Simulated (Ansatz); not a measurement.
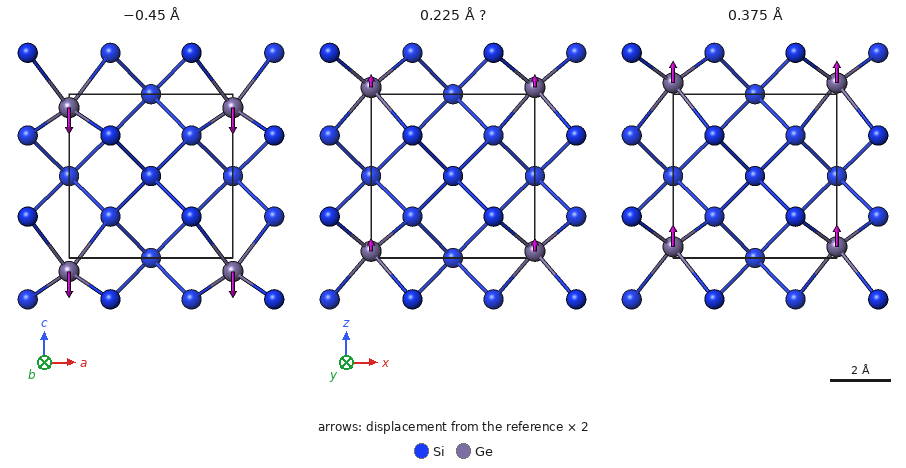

Energy scan for crystalline Si$_{7}$Ge (P-43m), in which the Ge atom (one in each cell of 8 atoms) is moved along Cartesian [0 0 1], all else fixed. Style: ball-and-stick. Shown: the cell of the calculation, along the b axis. Purple arrows: displacements from the reference.

These are results of Ansatz 0.2.0, DFT r2SCAN, scalar-relativistic, plane waves, PAW, not measurements. Set-up: plane-wave cutoff 500 eV; k-point mesh 6 × 6 × 6; occupations gaussian; smearing width 0.05 eV; no spin polarisation. Energies (free energies at the smearing named) are counted from the relaxed crystal.

| displacement (Å) | E − E(ref) (meV/cell) |
| --- | --- |
| −0.450 | 1251 |
| −0.150 | 148 |
| 0.000 | 0 |
| 0.075 | 37 |
| 0.225 | ? |
| 0.300 | 577 |
| 0.375 | 887 |

> Estimate the missing energy from the other rows, and compare with the calculation.

A straight line between the two neighbours gives 397 meV/cell. A cubic through the four nearest rows (0.000, 0.075, 0.300, 0.375) gives, with Lagrange weights, (−0.2000)(0) + (0.5000)(37) + (1.0000)(577) + (−0.3000)(887) = 329 meV/cell. The calculation gives 329 meV/cell, so the cubic is right to the digits shown and the straight line 68 meV/cell too high, as the curve bends upwards here.

The whole profile:

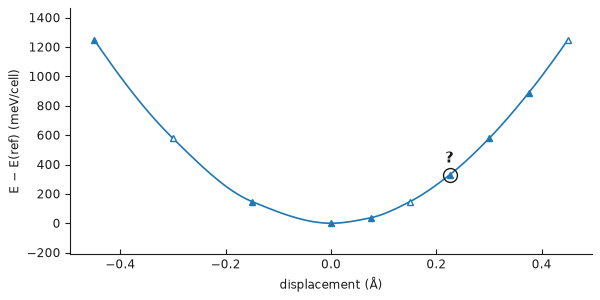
